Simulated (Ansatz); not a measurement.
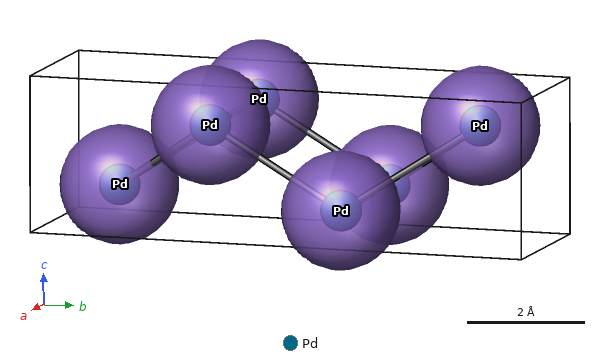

Figure 1: Pd. Isosurface of the valence charge density (pseudo) at 0.6 e/Å³ (purple), seen slightly off an axis. Sticks mark near contacts.

Space group Cmcm; set up as Pd, beta-Sn type; a generated structure, not necessarily the stable one; the program warned that a starting moment wasn't kept; spin-polarised, but the moments vanished.

Theory: DFT, RPBE, plane waves (420 eV) with PAW, scalar-relativistic in Ansatz 0.2.0.

The density is the valence pseudo-density of a PAW calculation; it isn't the true density close to the nuclei.

```yaml
crystal:
  lattice:
    - [0.40643, 0.40643, 2.65545]
    - [-6.28933, 6.28933, 0.00000]
    - [-1.89244, -1.89244, 0.58335]
  atoms:
    - { symbol: Pd, position: [0.00000, 0.63297, 0.25000] }
    - { symbol: Pd, position: [0.50000, 0.13297, 0.25000] }
    - { symbol: Pd, position: [0.00000, 0.36703, 0.75000] }
    - { symbol: Pd, position: [0.50000, 0.86703, 0.75000] }
```

Question: Which contacts does the surface bridge?

Answer: At this value the density breaks into separate islands; it holds about 85 % of the electrons treated as valence (semicore included). It bridges none of the near contacts. It is pinched off along the shortest Pd–Pd (2.72 Å) and Pd–Pd (2.84 Å) contacts. On the grid the lowest density along these lines, outside the cores, is 0.31 e/Å³ (Pd–Pd, 2.72 Å) and 0.26 e/Å³ (Pd–Pd, 2.84 Å).

Question: Does the calculation give a band gap?

Answer: It is gapless in this calculation (a metal or semimetal).
